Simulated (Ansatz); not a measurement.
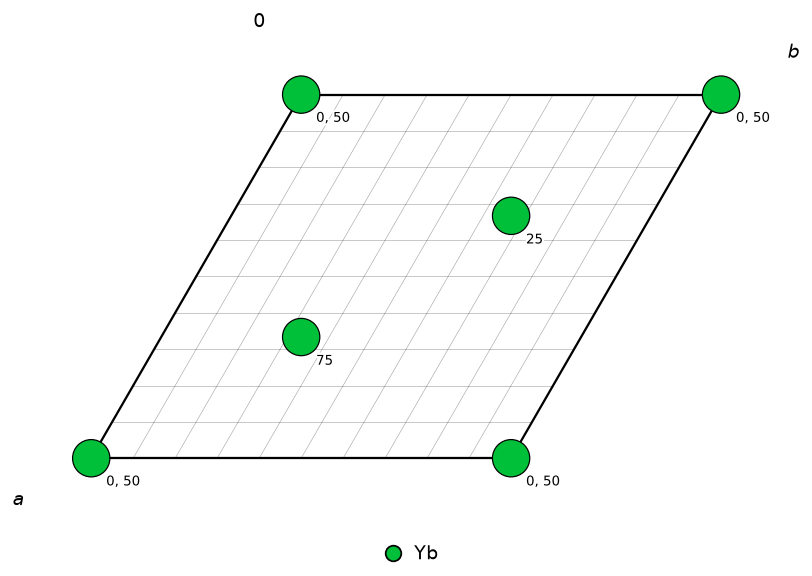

Plan of a unit cell projected along c (a down the page, b across); the numbers are heights in hundredths of c, and atoms on the cell's edges are repeated. The grid marks tenths of a and b. Source: coordinates from a relaxation at fixed volume with Ansatz 0.2.0, DFT PBE, spin-orbit coupling, plane waves, PAW; the starting structure was generated, so it need not be a known form of this composition. The drawing is computed from the coordinates (standard cell, symmetry found to 0.002 Å).

a = 3.695 Å, b = 3.695 Å, c = 12.078 Å, α = 90.00°, β = 90.00°, γ = 120.00°.

What does the cell contain?

4 Yb: Yb, Z = 4.

Give the fractional coordinates of all atoms, to two places.

```tsv
atom	x	y	z
Yb	0.00	0.00	0.00
Yb	0.00	0.00	0.50
Yb	0.33	0.67	0.25
Yb	0.67	0.33	0.75
```
